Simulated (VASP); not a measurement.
# BaS: optical spectrum

Aim: the dielectric function of BaS for independent particles, and its static limit with local fields. The cell is of the rock-salt type, one of the forms listed for this formula. The start is a cell from a database of measured crystal structures.

Main program and level: VASP 6.6.1; PBE; plane waves and PAW (Ba_sv, S), in the first sound run; inputs show where later runs differ.

## (1) Starting point

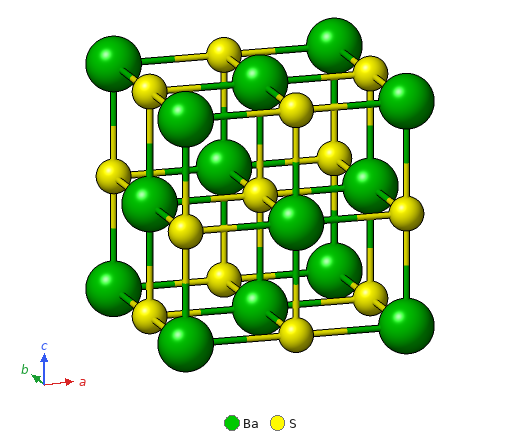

The starting structure, seen slightly off an axis (barium green, sulfur yellow). This picture shows the conventional cell, with its axes. Some periodic images of atoms are drawn too.

Structure file:

```
Ba S
1.0
     0.00000    3.19375    3.19375
     3.19375    0.00000    3.19375
     3.19375    3.19375    0.00000
Ba S
1 1
Direct
  0.00000 0.00000 0.00000
  0.50000 0.50000 0.50000
```

## (2) Ground state

The ground state comes first.

The input, INCAR:

```
SYSTEM = BaS
PREC = Accurate
ENCUT = 400
EDIFF = 1E-07
NELM = 100
ISMEAR = 0
SIGMA = 0.05
LREAL = .FALSE.
ALGO = Normal
GGA = PE
NBANDS = 14
LORBIT = 11
LWAVE = .FALSE.
LCHARG = .FALSE.
KPAR = 4
```

The input, POSCAR:

```
BaS
1.0
    0.0000000000      3.1937500000      3.1937500000
    3.1937500000      0.0000000000      3.1937500000
    3.1937500000      3.1937500000      0.0000000000
Ba S
1 1
Direct
    0.0000000000      0.0000000000      0.0000000000
    0.5000000000      0.5000000000      0.5000000000
```

The input, KPOINTS:

```
Automatic mesh
0
Gamma
6 6 6
0 0 0
```

PAW data sets: Ba_sv and S (PBE family, release 64).

Started as:

```
$ mpirun -np 4 vasp_std
```

What it wrote:

```text
[banner, memory and clock lines left out]
running    4 mpi-ranks, on    1 nodes
 distrk:  each k-point on    1 cores,    4 groups
 distr:  one band on    1 cores,    1 groups

 POSCAR found type information on POSCAR BaS
 POSCAR found :  2 types and       2 ions
 LDA part: xc-table for (Slater+PW92), standard interpolation
 POSCAR, INCAR and KPOINTS ok, starting setup
 FFT: planning ... GRIDC
 FFT: planning ... GRID_SOFT
 FFT: planning ... GRID
 WAVECAR not read
 entering main loop
       N       E                     dE             d eps       ncg     rms          rms(c)
DAV:   1     0.719183904679E+02    0.71918E+02   -0.59412E+03   448   0.807E+02
DAV:   2    -0.641931413337E+01   -0.78338E+02   -0.70906E+02   642   0.160E+02
DAV:   3    -0.105768576404E+02   -0.41575E+01   -0.41181E+01   582   0.389E+01
DAV:   4    -0.106635982589E+02   -0.86741E-01   -0.86722E-01   566   0.602E+00
DAV:   5    -0.106653334009E+02   -0.17351E-02   -0.17348E-02   588   0.714E-01    0.481E+00
DAV:   6    -0.101658729156E+02    0.49946E+00   -0.82752E-01   526   0.527E+00    0.332E+00
DAV:   7    -0.101689924694E+02   -0.31196E-02   -0.21716E-01   610   0.252E+00    0.213E+00
DAV:   8    -0.101816300455E+02   -0.12638E-01   -0.24047E-02   504   0.106E+00    0.226E-01
DAV:   9    -0.101827965556E+02   -0.11665E-02   -0.39924E-03   568   0.459E-01    0.155E-01
DAV:  10    -0.101836393751E+02   -0.84282E-03   -0.91829E-04   496   0.194E-01    0.446E-02
DAV:  11    -0.101837450354E+02   -0.10566E-03   -0.13441E-04   532   0.689E-02    0.174E-02
DAV:  12    -0.101837489853E+02   -0.39500E-05   -0.73002E-06   550   0.177E-02    0.561E-03
DAV:  13    -0.101837487439E+02    0.24141E-06   -0.81467E-07   532   0.545E-03    0.131E-03
DAV:  14    -0.101837487834E+02   -0.39438E-07   -0.50708E-08   370   0.169E-03
   1 F= -.10183749E+02 E0= -.10183749E+02  d E =-.793705E-12
```

It took 2.8 s on 4 MPI ranks of Intel Xeon 6975P-C (Granite Rapids), shared host; peak memory 0.62 GiB; 8.7 s of CPU time.

The logs omit lines about the potential files and the build; timing stands in the text.

OUTCAR, selected parts (step 2):

```text
ion  position               nearest neighbor table
   1  0.000  0.000  0.000-   2 3.19   2 3.19   2 3.19   2 3.19   2 3.19   2 3.19
   2  0.500  0.500  0.500-   1 3.19   1 3.19   1 3.19   1 3.19   1 3.19   1 3.19

  LATTYP: Found a face centered cubic cell.
 ALAT       =     6.3875000000

 Subroutine GETGRP returns: Found 48 space group operations
 (whereof 48 operations were pure point group operations)

The static configuration has the point symmetry O_h .

 Found     16 irreducible k-points:

   k-points           NKPTS =     16   k-points in BZ     NKDIM =     16   number of bands    NBANDS=     14

   dimension x,y,z NGX =    30 NGY =   30 NGZ =   30
   dimension x,y,z NGXF=    60 NGYF=   60 NGZF=   60

   ENCUT  =  400.0 eV  29.40 Ry    5.42 a.u.   7.37  7.37  7.37*2*pi/ulx,y,z

   NELECT =      16.0000    total number of electrons

 k-points in reciprocal lattice and weights: Automatic mesh
   0.00000000  0.00000000  0.00000000       0.005
   0.16666667  0.00000000  0.00000000       0.037
   0.33333333  0.00000000  0.00000000       0.037
   0.50000000  0.00000000  0.00000000       0.019
   0.16666667  0.16666667  0.00000000       0.028
   0.33333333  0.16666667  0.00000000       0.111
   0.50000000  0.16666667  0.00000000       0.111
  -0.33333333  0.16666667  0.00000000       0.111
  -0.16666667  0.16666667  0.00000000       0.056
[...]
-0.33333333  0.33333333  0.16666667       0.111
  -0.33333333  0.50000000  0.16666667       0.056

 average (electrostatic) potential at core
       1 -36.7257       2 -87.6779

 E-fermi :   1.6780

 k-point     1 :       0.0000    0.0000    0.0000
  band No.  band energies     occupation
    ...
      4      -9.6751      2.00000
      5      -8.9068      2.00000
      6       1.4543      2.00000
      7       1.4543      2.00000
      8       1.4543      2.00000
      9       5.0518      0.00000
     10       5.3222      0.00000
     11       5.3222      0.00000
     12       5.3222      0.00000
     13       6.2489      0.00000
    ...

 k-point     2 :       0.1667    0.0000    0.0000
  band No.  band energies     occupation
    ...
      4      -9.6848      2.00000
      5      -8.4308      2.00000
      6       0.8025      2.00000
      7       1.1110      2.00000
      8       1.1110      2.00000
      9       5.3646      0.00000
     10       5.7308      0.00000
     11       5.7308      0.00000
     12       6.0260      0.00000
     13       7.0269      0.00000
    ...

 k-point     3 :       0.3333    0.0000    0.0000
  band No.  band energies     occupation
    ...
      4      -9.7039      2.00000
      5      -7.8808      2.00000
      6      -0.1121      2.00000
      7       0.5838      2.00000
      8       0.5838      2.00000
      9       5.9208      0.00000
     10       6.8174      0.00000
     11       6.8174      0.00000
     12       7.4794      0.00000
     13       8.7800      0.00000
    ...

  Total        0.5827515      0.5827515      0.5827515      0.0000000      0.0000000      0.0000000
  in kB       14.3304959     14.3304959     14.3304959      0.0000000      0.0000000      0.0000000
  external PRESSURE =      14.3304959 kB  Pullay stress =       0.0000000 kB

  energy-cutoff  :      400.00
  volume of cell :       65.15
      direct lattice vectors                 reciprocal lattice vectors
     0.000000000  3.193750000  3.193750000    -0.156555773  0.156555773  0.156555773
     3.193750000  0.000000000  3.193750000     0.156555773 -0.156555773  0.156555773
     3.193750000  3.193750000  0.000000000     0.156555773  0.156555773 -0.156555773

 POSITION                                       TOTAL-FORCE (eV/Angst)
 -----------------------------------------------------------------------------------
      0.00000      0.00000      0.00000        -0.000000      0.000000      0.000000
      3.19375      3.19375      3.19375         0.000000     -0.000000     -0.000000
 -----------------------------------------------------------------------------------
    total drift:                               -0.000000      0.000000      0.000000

  FREE ENERGIE OF THE ION-ELECTRON SYSTEM (eV)
  ---------------------------------------------------
  free  energy   TOTEN  =       -10.1837487834 eV

  energy  without entropy=      -10.1837487834  energy(sigma->0) =      -10.18374878

 total charge
# of ion       s       p       d       tot
------------------------------------------
    1        2.010   5.620   0.277   7.908
    2        1.321   2.429   0.000   3.750
--------------------------------------------------
tot          3.332   8.048   0.277  11.657

[... 3 further parts left out ...]
```

The gap is read on the k-mesh alone, so it is an upper bound where the band edges lie off the mesh. Harder data sets than Ba_sv exist (the GW ones), and pressures, volumes and forces can shift noticeably with them.

This step gave:

- free energy (TOTEN): -10.18 eV
- Fermi energy: 1.678 eV
- pressure: 1.433 GPa
- gap on the k-mesh: 2.107 eV
- least direct gap on the k-mesh: 2.243 eV

The cell has a gap of 2.11 eV on this mesh. Spin-orbit coupling is left out, which can shift or reorder these edges.

## (3) Spectrum

LOPTICS sums the direct transitions; the mesh is finer and NBANDS larger than for the ground state.

Edit INCAR of step 2 so:

```diff
@@ -10,4 +10,3 @@
 GGA = PE
-NBANDS = 14
-LORBIT = 11
+NBANDS = 40
 LWAVE = .FALSE.
@@ -15 +14,4 @@
 KPAR = 4
+LOPTICS = .TRUE.
+NEDOS = 2000
+CSHIFT = 0.15
```

POSCAR is that of step 2.

The input, KPOINTS:

```
Automatic mesh
0
Gamma
9 9 9
0 0 0
```

Started as:

```
$ mpirun -np 4 vasp_std
```

What it wrote:

```text
[... set-up lines as in an earlier step ...]
 entering main loop
       N       E                     dE             d eps       ncg     rms          rms(c)
DAV:   1     0.635607094297E+02    0.63561E+02   -0.48001E+03  2800   0.284E+02
DAV:   2    -0.829864831204E+01   -0.71859E+02   -0.67508E+02  3584   0.879E+01
DAV:   3    -0.106451729907E+02   -0.23465E+01   -0.23188E+01  3544   0.135E+01
DAV:   4    -0.106652907145E+02   -0.20118E-01   -0.20113E-01  3384   0.128E+00
DAV:   5    -0.106654162199E+02   -0.12551E-03   -0.12550E-03  3408   0.985E-02    0.481E+00
DAV:   6    -0.101698285316E+02    0.49559E+00   -0.66231E-02  3536   0.185E+00    0.362E+00
DAV:   7    -0.101686964326E+02    0.11321E-02   -0.88245E-02  3600   0.863E-01    0.196E+00
DAV:   8    -0.101816959488E+02   -0.13000E-01   -0.96454E-03  3216   0.348E-01    0.186E-01
DAV:   9    -0.101831279458E+02   -0.14320E-02   -0.90541E-04  3496   0.130E-01    0.181E-01
DAV:  10    -0.101838753790E+02   -0.74743E-03   -0.42875E-04  3192   0.604E-02    0.517E-02
DAV:  11    -0.101839416007E+02   -0.66222E-04   -0.52219E-05  3488   0.243E-02    0.696E-03
DAV:  12    -0.101839440468E+02   -0.24461E-05   -0.28318E-06  3352   0.528E-03    0.214E-03
DAV:  13    -0.101839440004E+02    0.46436E-07   -0.29802E-07  3432   0.207E-03
   1 F= -.10183944E+02 E0= -.10183944E+02  d E =-.287387E-11
 optical routines
 imaginary and real dielectric function
 recalculating local potential from charge density
 direction            1
 direction            2
 direction            3
```

Wall time 8 s (4 MPI ranks); peak memory 0.89 GiB.

From OUTCAR (step 3):

```text
The static configuration has the point symmetry O_h .

 Found     35 irreducible k-points:

   k-points           NKPTS =     35   k-points in BZ     NKDIM =     35   number of bands    NBANDS=     40

   NELECT =      16.0000    total number of electrons

 E-fermi :   1.6631

 k-point     1 :       0.0000    0.0000    0.0000
  band No.  band energies     occupation
    ...
      4      -9.6749      2.00000
      5      -8.9073      2.00000
      6       1.4538      2.00000
      7       1.4538      2.00000
      8       1.4538      2.00000
      9       5.0516      0.00000
     10       5.3221      0.00000
     11       5.3221      0.00000
     12       5.3221      0.00000
     13       6.2489      0.00000
    ...

 k-point     2 :       0.1111    0.0000    0.0000
  band No.  band energies     occupation
    ...
      4      -9.6795      2.00000
      5      -8.6421      2.00000
      6       1.1200      2.00000
      7       1.2836      2.00000
      8       1.2836      2.00000
      9       5.3064      0.00000
     10       5.5075      0.00000
     11       5.5075      0.00000
     12       5.5525      0.00000
     13       6.6120      0.00000
    ...

  Total        0.5815932      0.5815932      0.5815932     -0.0000000      0.0000000      0.0000000
  in kB       14.3020116     14.3020116     14.3020116     -0.0000000      0.0000000      0.0000000
  external PRESSURE =      14.3020116 kB  Pullay stress =       0.0000000 kB

  FREE ENERGIE OF THE ION-ELECTRON SYSTEM (eV)
  ---------------------------------------------------
  free  energy   TOTEN  =       -10.1839440004 eV

  energy  without entropy=      -10.1839440004  energy(sigma->0) =      -10.18394400

 plasma frequency squared (from intraband transitions) (eV^2)
  --------------------------------------------------------------------------------------
       0.000       0.000      -0.000
       0.000       0.000      -0.000
       0.000      -0.000       0.000

[... 7 parts as in an earlier step ...]

[... 6 further parts left out ...]
```

These are independent-particle spectra without excitons or local fields, and fine structure depends on the mesh and on CSHIFT.

Numbers from this step:

* Fermi energy: 1.663 eV
* pressure: 1.430 GPa
* gap on the k-mesh: 2.143 eV
* least direct gap on the k-mesh: 2.286 eV

The imaginary dielectric function, xx has structure finer than the step of the table below, so its rows give means over 2 eV, whole bins alone (the curve runs from 0 to 25.0 eV). Peaks (eV: height): 6.1: 7.50, 17.6: 2.94.

Absorption under the direct gap is the tail of the CSHIFT broadening, and fine structure depends on the mesh. Table of imaginary dielectric function, xx by photon energy; means over each step:

```
photon energy (eV)  imaginary dielectric function, xx
                 2                              0.712
                 4                               3.26
                 6                               6.58
                 8                               3.74
                10                               1.50
                12                               1.13
                14                               1.70
                16                               1.81
                18                               2.19
                20                              0.831
                22                              0.404
```

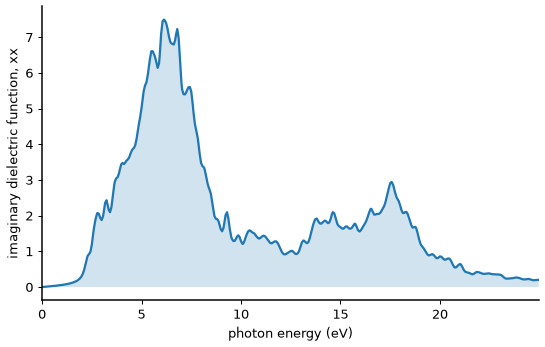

Imaginary dielectric function, xx against photon energy.

Table of real dielectric function, xx by photon energy:

```
photon energy (eV)  real dielectric function, xx
                 0                          5.32
                 2                          6.37
                 4                          6.26
                 6                          4.09
                 8                         -1.33
                10                         0.184
                12                         0.552
                14                          1.18
                16                         0.974
                18                        -0.526
                20                        -0.378
                22                       -0.0749
                24                         0.137
```

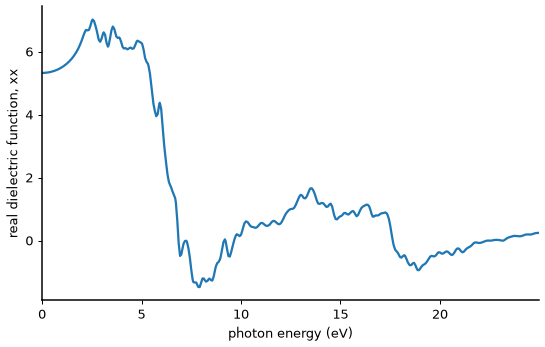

Real dielectric function, xx, plotted against photon energy.

(Part 1 of 3 ends here.)

[Lines on the potential files, build, host, timing and source positions are cut from VASP's logs without a mark.]

[Logs are printed without paths, hosts, clocks, repeated set-up lines and the standing remarks that a program may print on its own settings, such as how far it seeks lower states.]

[Hosts, paths, dates, database ids (printed as entryN), source tags and the programs' standing remarks are cut or masked in the printed files.]
